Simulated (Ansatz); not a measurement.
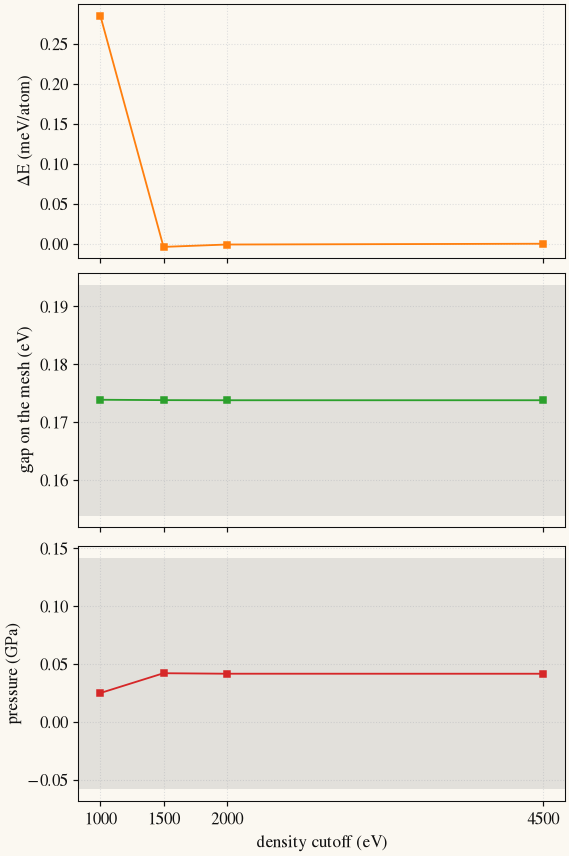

One cell, run at 4 values of the density cutoff.
- system: Al$_{2}$Ru (Fddd, 6 atoms in the cell)
- method: DFT r2SCAN, scalar-relativistic, plane waves, PAW (Ansatz 0.2.0); cutoff 500 eV, 10×10×10 k-mesh, Gaussian smearing of 0.01 eV
ΔE is the free energy less its value at the largest setting, 4500 eV.
Dashed lines or grey bands mark the tolerance: 0.02 eV and 0.1 GPa.

Question: From which setting is the free energy converged to 1 meV/atom?

Answer: The free energy is within 1 meV/atom of the largest setting's value at every setting shown, 1000 eV included. The largest deviation is 0.3 meV/atom.

Question: And the gap on the mesh, to 0.02 eV?

Answer: The gap on the mesh is within 0.02 eV of the largest setting's value at every setting shown, 1000 eV included. The largest deviation is 8e-05 eV.

Question: And the pressure, to 0.1 GPa?

Answer: The pressure is within 0.1 GPa of the largest setting's value at every setting shown, 1000 eV included. The largest deviation is 0.02 GPa.
